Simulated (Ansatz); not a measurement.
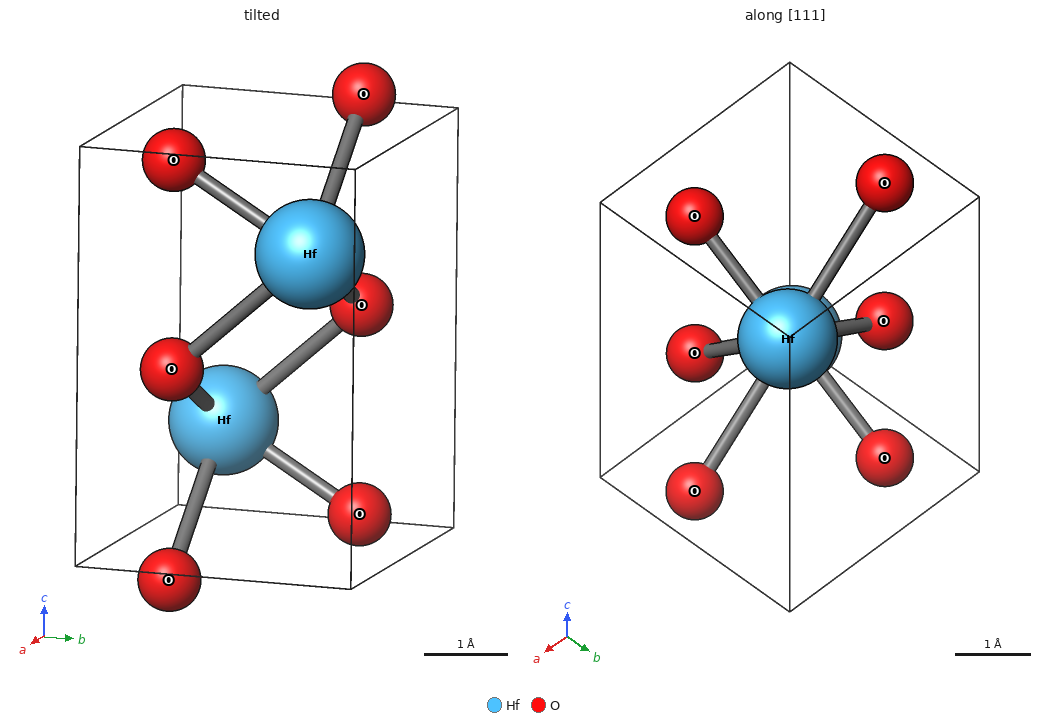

Crystal structure, ball-and-stick style, seen slightly off an axis and along [111]. The frame is the conventional unit cell; atoms at its boundary are shown with their periodic copies.

- The structure is one of HfO2.
- The lattice is primitive monoclinic and the space group P2_1/m (No. 11).
- Atoms per cell: 6 (2 Hf, 4 O).
- Each Hf has eight O in a distorted cubic arrangement at about 2.1 to 2.5 Å. Each O has four Hf in a distorted tetrahedral arrangement at about 2.1 to 2.5 Å. Not all metal-metal contacts are counted.
- The bonds build a three-dimensional framework.

The structure comes from a structure listed in the Materials Project. The cell was then strained or its atoms displaced on purpose. Ansatz was used for an electronic-structure calculation on it.
